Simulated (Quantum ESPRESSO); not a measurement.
## Energy of FeS2 along an even scaling of the cell

System: FeS2 (Pnnm, 6 atoms in the cell).
Method: Kohn-Sham DFT of a periodic cell, PBE, SSSP 1.3 efficiency PBE, spin-polarised (Quantum ESPRESSO 7.5).

The 7 runs differ only in the geometry, by an even scaling of the cell at fixed fractional positions. The structure derives from an entry of the Crystallography Open Database.

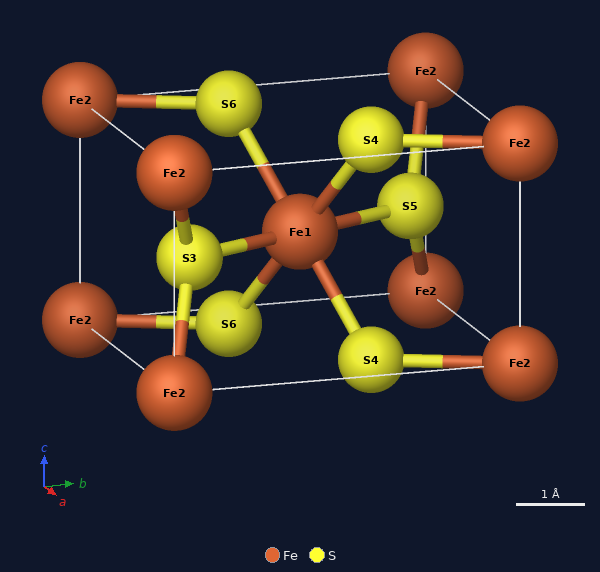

Figure 1. The structure of run 4 (ball-and-stick view of the cell of the calculation, seen slightly off an axis; atoms are numbered from 1 in the order of the input). An atom can appear more than once, as a periodic image.

## Input of run 4
```
&CONTROL
  calculation = 'scf'
  prefix = 'pwscf'
  outdir = './tmp'
  pseudo_dir = './pseudo'
  tstress = .true.
  disk_io = 'nowf'
/
&SYSTEM
  ibrav = 0
  nat = 6
  ntyp = 2
  ecutwfc = 64
  ecutrho = 782
  nbnd = 41
  occupations = 'smearing'
  smearing = 'fd'
  degauss = 0.00367493
  nspin = 2
  starting_magnetization(1) = 0.1875
  starting_magnetization(2) = 0
/
&ELECTRONS
  conv_thr = 1.2d-09
  electron_maxstep = 120
  mixing_beta = 0.3
/
ATOMIC_SPECIES
Fe    55.8450 Fe.pbe-spn-kjpaw_psl.0.2.1.UPF
S     32.0600 s_pbe_v1.4.uspp.F.UPF
CELL_PARAMETERS angstrom
   4.4400000000    0.0000000000    0.0000000000
   0.0000000000    5.3900000000    0.0000000000
   0.0000000000    0.0000000000    3.3700000000
ATOMIC_POSITIONS crystal
Fe     0.5000000000    0.5000000000    0.5000000000
Fe     0.0000000000    0.0000000000    0.0000000000
S      0.7030000000    0.1250000000    0.5000000000
S      0.7970000000    0.6250000000    0.0000000000
S      0.2970000000    0.8750000000    0.5000000000
S      0.2030000000    0.3750000000    0.0000000000
K_POINTS automatic
6 5 8 0 0 0
```

Command:
```bash
OMP_NUM_THREADS=1 mpirun -n 2 pw.x -nk 2 -in pw.in > pw.out
```

Run 2 differs from it as follows:
```diff
-   4.4400000000    0.0000000000    0.0000000000
-   0.0000000000    5.3900000000    0.0000000000
-   0.0000000000    0.0000000000    3.3700000000
+   4.3799926440    0.0000000000    0.0000000000
+   0.0000000000    5.3171532323    0.0000000000
+   0.0000000000    0.0000000000    3.3244538762
```

## Results, with one run withheld

```csv
run,volume per atom (Å³),"free energy per atom, from the lowest run given (meV)",pressure (GPa),gap on the mesh (eV)
1,12.635,35.97,12.25,1.11
2,12.904,?,?,?
3,13.173,5.95,4.27,0.99
4,13.442,0.32,0.92,0.93
5,13.710,0.00,−2.07,0.88
6,13.979,4.51,−4.75,0.83
7,14.248,13.27,−7.14,0.78
```

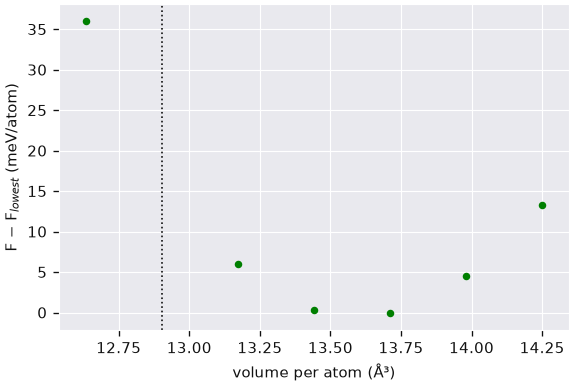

Figure 2. Free energy per atom of the runs given; the dotted line marks run 2.

Estimate the energy of run 2 from the others.

A cubic polynomial in V^(−2/3) (the Birch–Murnaghan form), fitted to the 6 runs given, misses them by at most 0.01 meV per atom. With x = V^(−2/3) − 0.17626 Å⁻², it reads F = −0.26644 + 625.08 x + 4.7046e+05 x² + 9.1308e+05 x³ (meV per atom). At run 2 it gives 17.60 meV per atom, and the run itself gives 17.63. The slope of the fit gives a pressure −dF/dV of 8.86 GPa there, and the run prints 8.04 GPa. The two needn't agree exactly: the fit is approximate, and the printed stress is taken on a finite basis. The fit has its minimum at 13.590 Å³ per atom, where V d²F/dV² gives 151 GPa. Cell shape and fractional positions are held, so this is the stiffness under even scaling; the relaxed bulk modulus wasn't computed. The gap on the mesh goes, without turning, from 1.11 eV in run 1 to 0.78 eV in run 7; run 2 has 1.05 eV. These are gaps of this functional on this mesh, which can miss the band edges; they aren't the measured gap.

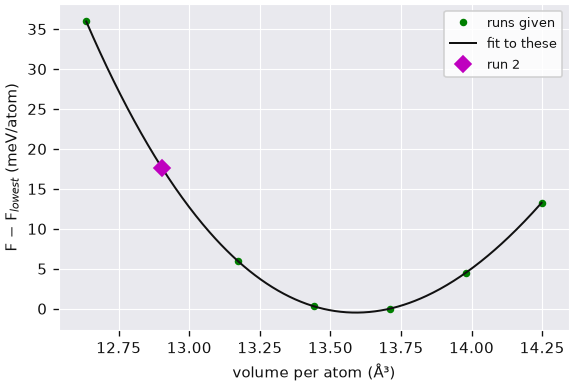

Figure 3. The fit and the withheld run.

## Some lines of the output (run 2)
```
[...]
     total energy              =    -755.14530874 Ry
     total energy              =    -755.14685184 Ry
     total energy              =    -755.14782087 Ry
     total energy              =    -755.14793413 Ry
     total energy              =    -755.14797710 Ry
     total energy              =    -755.14799171 Ry
     total energy              =    -755.14799804 Ry
     total energy              =    -755.14800083 Ry
     total energy              =    -755.14800218 Ry
     the Fermi energy is    13.9099 ev
!    total energy              =    -755.14800348 Ry
     The total energy is F=E-TS. E is the sum of the following terms:
     Computing stress (Cartesian axis) and pressure
          total   stress  (Ry/bohr**3)                   (kbar)     P=       80.43
```

Notes: Semilocal DFT without U tends to delocalise the d electrons of such compounds and to underestimate the gap.
